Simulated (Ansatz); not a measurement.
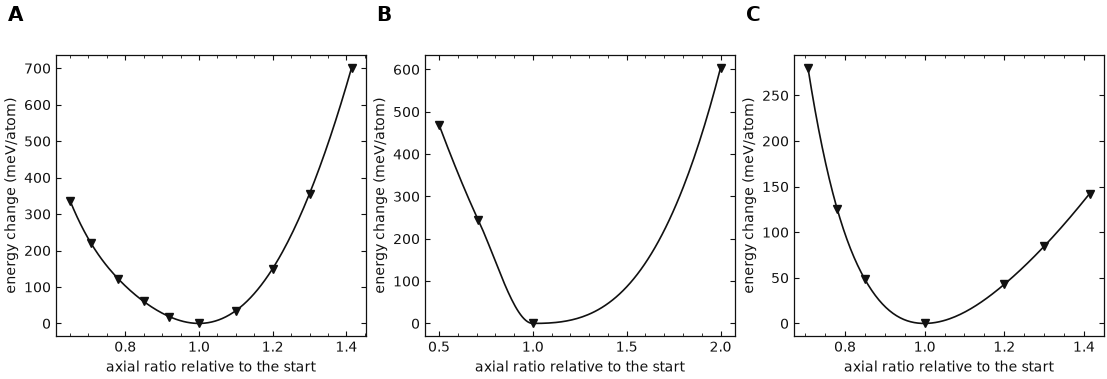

Each panel shows the energy change against relative axial ratio for one of these solids: AlN, F-43m (No. 216), 10.4 Å³/atom, path tetragonal; As, Pm-3m (No. 221), 19.8 Å³/atom, path trigonal; CsH, Fm-3m (No. 225), 32.4 Å³/atom, path tetragonal.

Method: deformation of a crystal at fixed volume, lengths along the axis scaled against those across it, fractional coordinates fixed, by plane-wave density functional theory with PAW datasets, free energies less that of the undisturbed cell, pressure positive in compression; scalar-relativistic (Ansatz 0.2.0). Level: r2SCAN, no spin polarisation.

Which panel belongs to which solid?

Answer. A is AlN (energy change from 0 meV/atom to 700 meV/atom); B is As (energy change from 0 meV/atom to 603 meV/atom); C is CsH (energy change from 0 meV/atom to 280 meV/atom).

For AlN, limits of the calculation: reference crystal is not relaxed.

For As, limits of the calculation: reference crystal is not relaxed.

For CsH, limits of the calculation: reference crystal is not relaxed.
